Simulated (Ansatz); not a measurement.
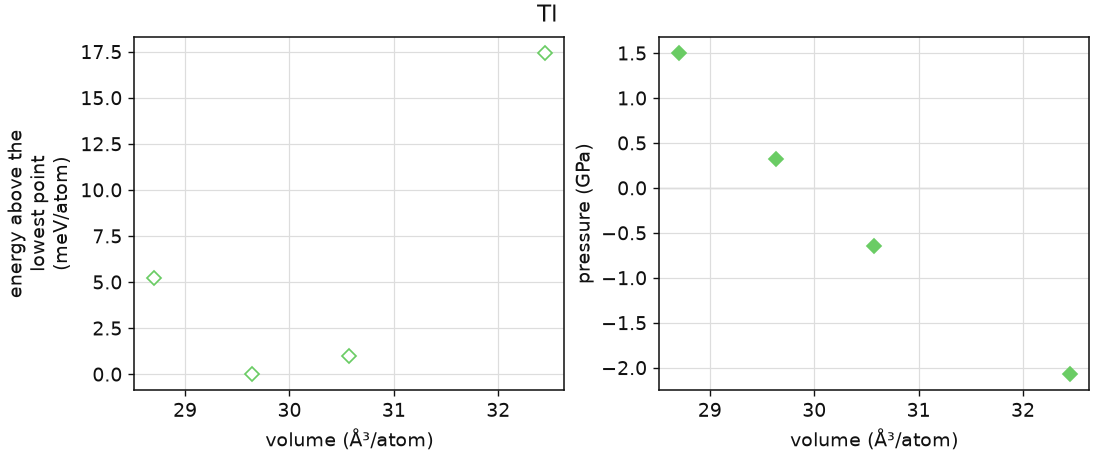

The picture above shows the energy above the lowest point and pressure against volume for Tl, space group Fm-3m (No. 225) (one of a set of cubic test structures, which need not be the stable phase).

Computed with Ansatz 0.2.0 development build: equation of state of a cubic crystal from periodic Kohn-Sham density functional theory without spin, third-order Birch-Murnaghan fit to the free energies; pressure corrected for the finite basis. Level: r2SCAN, no spin-orbit coupling.

structure type fcc; atoms in cell 1; space group number 225; lattice centring face-centred primitive; k mesh 12×12×12; occupation method Fermi–Dirac; occupation width 0.1 eV; wave cutoff 700 eV; datasets hard PAW; density tolerance 1e−09 eV; bands 15; density cutoff ratio 4; search for lower states default; xc grid level 2.

The point at volume 31.51 Å³/atom is left out of the plot. What does the calculation give there?

```json
{"volume (Å³/atom)": "31.51", "energy above the lowest point (meV/atom)": "7.1", "pressure (GPa)": "-1.427"}
```

Limits of the calculation: cubic model structure, not the ambient form; no spin-orbit coupling with 6p elements; pseudopotentials made with PBE, not this functional.
